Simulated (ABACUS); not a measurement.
Band-structure run of BN (part 2 of 2)

The same run, continued: BN (P6₃mc, 4 atoms in the cell); Kohn-Sham DFT of a periodic cell, PBE, PseudoDojo NC SR 0.5 PBE standard, no spin polarisation (ABACUS 3.10.1); cutoff 1142.88 eV, 10×10×5 k-mesh, fermi-dirac of 0.05 eV. The structure derives from a Materials Project entry.

Geometry of the input (Å; fractional positions):
```
2.5539  0.0000  0.0000
-1.2770  2.2118  0.0000
0.0000  0.0000  4.2269
N  0.3333  0.6667  0.1253
N  0.6667  0.3333  0.6253
B  0.3333  0.6667  0.4997
B  0.6667  0.3333  0.9997
```

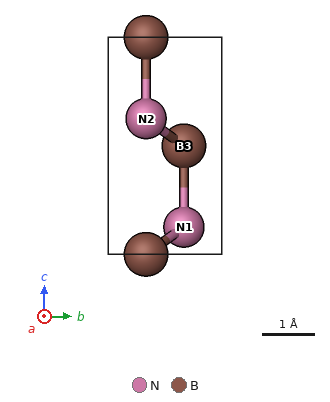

**Figure 1.** The structure as given in the input (ball-and-stick view of the cell of the calculation, along the a axis; atoms are numbered from 1 in the order of the input).

### Log, continued
```
----------------------------------------------------------

 PW ALGORITHM --------------- ION=   1  ELEC=   2--------------------------------

 Density error is 0.107746790285
                          Error Threshold = 0.00266204256066
----------------------------------------------------------
     Energy           Rydberg                 eV
----------------------------------------------------------
 E_KohnSham     -53.5833458700       -729.0388217362
 E_Harris       -54.4426573025       -740.7303535755
 E_Fermi        0.9347619630         12.7180889711
----------------------------------------------------------

 PW ALGORITHM --------------- ION=   1  ELEC=   3--------------------------------

 Density error is 0.00376387232276
                          Error Threshold = 0.000673417439284
----------------------------------------------------------
     Energy           Rydberg                 eV
----------------------------------------------------------
 E_KohnSham     -53.6057248719       -729.3433036781
 E_Harris       -53.4190004120       -726.8027870681
 E_Fermi        0.9333565819         12.6989677800
----------------------------------------------------------

 PW ALGORITHM --------------- ION=   1  ELEC=   4--------------------------------

 Density error is 5.59824483648e-05
                          Error Threshold = 2.35242020173e-05
----------------------------------------------------------
     Energy           Rydberg                 eV
----------------------------------------------------------
 E_KohnSham     -53.6061337724       -729.3488670542
 E_Harris       -53.5854163087       -729.0669915004
 E_Fermi        0.9415530194         12.8104860326
----------------------------------------------------------

 PW ALGORITHM --------------- ION=   1  ELEC=   5--------------------------------

 Density error is 1.62656422129e-06
                          Error Threshold = 3.4989030228e-07
----------------------------------------------------------
     Energy           Rydberg                 eV
----------------------------------------------------------
 E_KohnSham     -53.6061496196       -729.3490826667
 E_Harris       -53.6078568448       -729.3723106570
 E_Fermi        0.9425087832         12.8234898672
----------------------------------------------------------

 PW ALGORITHM --------------- ION=   1  ELEC=   6--------------------------------

 Density error is 1.86470010818e-08
                          Error Threshold = 1.01660263831e-08
----------------------------------------------------------
     Energy           Rydberg                 eV
----------------------------------------------------------
 E_KohnSham     -53.6061499860       -729.3490876527
 E_Harris       -53.6062024576       -729.3498015647
 E_Fermi        0.9427982668         12.8274284932
----------------------------------------------------------

 PW ALGORITHM --------------- ION=   1  ELEC=   7--------------------------------

 Density error is 3.42982013402e-09
                          Error Threshold = 1.16543756761e-10
----------------------------------------------------------
     Energy           Rydberg                 eV
----------------------------------------------------------
 E_KohnSham     -53.6061499890       -729.3490876927
 E_KS(sigma->0) -53.6061499890       -729.3490876927
 E_Harris       -53.6059976110       -729.3470144839
 E_band         3.7341504757         50.8057236583
 E_one_elec     9.0107073884         122.5969634924
 E_Hartree      7.2725312094         98.9478633311
 E_xc           -17.4604944391       -237.5622142685
 E_Ewald        -52.4288941477       -713.3317002478
 E_entropy(-TS) -0.0000000000        -0.0000000000
 E_descf        0.0000000000         0.0000000000
 E_exx          0.0000000000         0.0000000000
 E_Fermi        0.9428117562         12.8276120256
----------------------------------------------------------

 charge density convergence is achieved
 final etot is -729.34908769 eV
 EFERMI = 12.827612026 eV

 STATE ENERGY(eV) AND OCCUPATIONS    NSPIN == 1
 1/11 kpoint (Cartesian) = 0.0000 0.0000 0.0000 (2081 pws)
       1       -9.12351     0.00400000
       2       -5.01798     0.00400000
       3       0.325524     0.00400000
       4        9.04460     0.00400000
       5        9.04460     0.00400000
       6        10.8694     0.00400000
       7        11.1437     0.00400000
       8        11.1437     0.00400000
       9        19.5382    2.06337e-61
      10        19.5382    2.06337e-61
      11        19.7223    5.19782e-63
      12        20.6270    7.19772e-71
      13        21.7993    4.73003e-81
      14        23.0207        0.00000
      15        23.0207        0.00000
      16        27.1985        0.00000
      17        32.8287        0.00000
      18        32.8424        0.00000

 2/11 kpoint (Cartesian) = -0.039155 0.022606 0.0000 (2082 pws)
       1       -8.90778      0.0240000
       2       -4.85338      0.0240000
       3       0.539591      0.0240000
       4        8.08397      0.0240000
       5        8.65425      0.0240000
       6        10.3428      0.0240000
       7        10.6582      0.0240000
       8        10.9197      0.0240000
       9        19.2019    1.03193e-57
      10        19.9567    2.86717e-64
      11        20.0607    3.58449e-65
      12        21.3030    5.81116e-76
      13        22.4308    9.28521e-86
      14        23.1827        0.00000
      15        23.6327        0.00000
      16        26.8911        0.00000
      17        29.9923        0.00000
      18        32.3746        0.00000

 3/11 kpoint (Cartesian) = -0.078310 0.045213 0.0000 (2092 pws)
       1       -8.27095      0.0240000
       2       -4.39477      0.0240000
       3        1.16923      0.0240000
       4        5.93447      0.0240000
       5        7.81104      0.0240000
       6        8.48567      0.0240000
       7        10.0197      0.0240000
       8        10.3428      0.0240000
       9        18.7072    2.04456e-53
      10        20.4885    6.88990e-69
      11        20.8459    5.42122e-72
      12        22.0393    2.33481e-82
      13        23.2045        0.00000
      14        24.5040        0.00000
      15        25.1386        0.00000
      16        26.2200        0.00000
      17        28.2675        0.00000
      18        32.2481        0.00000

 4/11 kpoint (Cartesian) = -0.11747 0.067819 0.0000 (2102 pws)
       1       -7.25361      0.0240000
       2       -3.79473      0.0240000
       3        2.16338      0.0240000
       4        3.65148      0.0240000
       5        6.34259      0.0240000
       6        6.97938      0.0240000
       7        8.96371      0.0240000
       8        9.69282      0.0240000
       9        18.2648    1.42288e-49
      10        20.2774    4.70137e-67
      11        21.5085    9.52126e-78
      12        22.2868    1.65512e-84
      13        23.2500        0.00000
      14        25.8837        0.00000
      15        26.8426        0.00000
      16        26.8935        0.00000
      17        28.1091        0.00000
      18        32.0299        0.00000

 5/11 kpoint (Cartesian) = -0.15662 0.090425 0.0000 (2110 pws)
       1       -5.97948      0.0240000
       2       -3.50025      0.0240000
       3        2.07737      0.0240000
       4        3.36042      0.0240000
       5        4.47348      0.0240000
       6        6.41052      0.0240000
       7        7.63882      0.0240000
       8        9.21881      0.0240000
       9        17.9921    3.32460e-47
      10        19.4857    3.53536e-60
      11        21.7343    1.04079e-79
      12        22.7433    1.79480e-88
      13        23.2552        0.00000
      14        26.2236        0.00000
      15        27.0793        0.00000
      16        28.2689        0.00000
      17        29.8238        0.00000
      18        32.5984        0.00000

 6/11 kpoint (Cartesian) = 0.19578 0.33909 0.0000 (2100 pws)
       1       -5.07071      0.0120000
       2       -3.79662      0.0120000
       3        1.73367      0.0120000
       4        3.40608      0.0120000
       5        4.29477      0.0120000
       6        6.21115      0.0120000
       7        6.78685      0.0120000
       8        9.04852      0.0120000
       9        17.9106    8.48375e-47
      10        19.1300    2.17629e-57
      11        21.7643    2.85870e-80
      12        22.6009    1.54639e-87
      13        23.9792        0.00000
      14        25.5179        0.00000
      15        27.4983        0.00000
      16        28.7853        0.00000
      17        30.9162        0.00000
      18        32.9999        0.00000

[... levels at 5 further k points ...]

------------------------------------------------------------------------------------------
 TOTAL-FORCE (eV/Angstrom)
------------------------------------------------------------------------------------------
                        N1         0.0000000000         0.0000000000        -0.0150681718
                        N2         0.0000000000         0.0000000000        -0.0150681718
                        B1         0.0000000000         0.0000000000         0.0150681718
                        B2         0.0000000000         0.0000000000         0.0150681718
------------------------------------------------------------------------------------------

----------------------------------------------------------------
 TOTAL-STRESS (KBAR)
----------------------------------------------------------------
        -1.4088450371        -0.0000000000         0.0000000000
        -0.0000000000        -1.4088450371         0.0000000000
         0.0000000000        -0.0000000000        -9.8678252280
----------------------------------------------------------------
 TOTAL-PRESSURE: -4.228505 KBAR

 --------------------------------------------
 !FINAL_ETOT_IS -729.3490876927322688 eV
 --------------------------------------------
```

### Standard output
```
ABACUS v3.10.1

               Atomic-orbital Based Ab-initio Computation at UStc

 UNIFORM GRID DIM        : 30 * 30 * 48
 UNIFORM GRID DIM(BIG)   : 30 * 30 * 48
 ---------------------------------------------------------
 Self-consistent calculations for electrons
 ---------------------------------------------------------
 SPIN    KPOINTS         PROCESSORS  THREADS
 1       42              4           4
 ---------------------------------------------------------
 Use plane wave basis
 ---------------------------------------------------------
 ELEMENT NATOM       XC
 N       2
 B       2
 ---------------------------------------------------------
 Initial plane wave basis and FFT box
 ---------------------------------------------------------
 -------------------------------------------
 SELF-CONSISTENT :
 -------------------------------------------
 START CHARGE      : atomic
 ITER       ETOT/eV          EDIFF/eV         DRHO     TIME/s
 DA1     -7.27841857e+02   0.00000000e+00   4.2593e-01   0.98
 DA2     -7.29038822e+02  -1.19696457e+00   1.0775e-01   0.69
 DA3     -7.29343304e+02  -3.04481942e-01   3.7639e-03   0.60
 DA4     -7.29348867e+02  -5.56337607e-03   5.5982e-05   0.74
 DA5     -7.29349083e+02  -2.15612479e-04   1.6266e-06   0.84
 DA6     -7.29349088e+02  -4.98599088e-06   1.8647e-08   0.85
 DA7     -7.29349088e+02  -4.00569957e-08   3.4298e-09   0.80
----------------------------------------------------------------
 TOTAL-STRESS (KBAR)
----------------------------------------------------------------
        -1.4088450371        -0.0000000000         0.0000000000
        -0.0000000000        -1.4088450371         0.0000000000
         0.0000000000        -0.0000000000        -9.8678252280
----------------------------------------------------------------
 TOTAL-PRESSURE: -4.228505 KBAR
```

### Key numbers

```csv
quantity,value
outcome,converged
space group (tolerance 0.01 Å),P6₃mc (186)
electrons treated,16
free energy,−729.3491 eV
Fermi energy of the self-consistent step,12.828 eV
gap on the k-point mesh,5.46 eV
pressure,−0.42 GPa
largest force (length of the vector),0.015 eV/Å
hardware,"4 threads of Intel Xeon @ 2.90GHz (Ice Lake), 16 GiB of memory available, shared host"
wall time,6.5 s (CPU time 26 s)
peak memory,0.28 GiB
```
